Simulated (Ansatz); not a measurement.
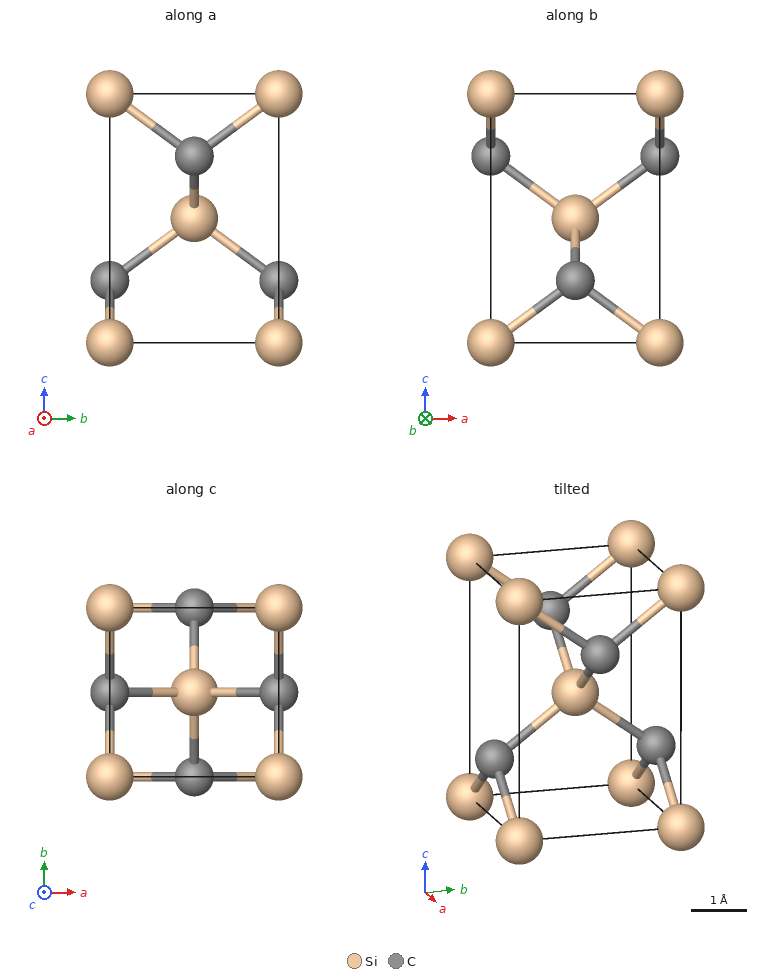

The figure gives a ball-and-stick picture of the atoms, viewed along the a axis, along the b axis, along the c axis and slightly off an axis. The frame is the conventional unit cell; atoms at its boundary are shown with their periodic copies.

Lattice parameters: a = 3.080 Å, b = 3.080 Å, c = 4.535 Å, α = 90.00°, β = 90.00°, γ = 90.00°. Put a along x and b in the xy plane.

### Put the structure into a POSCAR file.

```
Si C
1.0
     3.080    0.000    0.000
     0.000    3.080    0.000
     0.000    0.000    4.535
Si C
2 2
Direct
  0.0000 0.0000 0.0000
  0.5000 0.5000 0.5000
  0.5000 0.0000 0.2500
  0.0000 0.5000 0.7500
```

Provenance: a structure type filled with these elements by a generator (whether the compound takes this form wasn't checked). The cell was then strained or its atoms displaced on purpose. A calculation with Ansatz used it as input.

At this level of theory the cell isn't at rest (stretched, at -9 GPa), so its distances can differ from those at equilibrium, the more so the softer the solid.
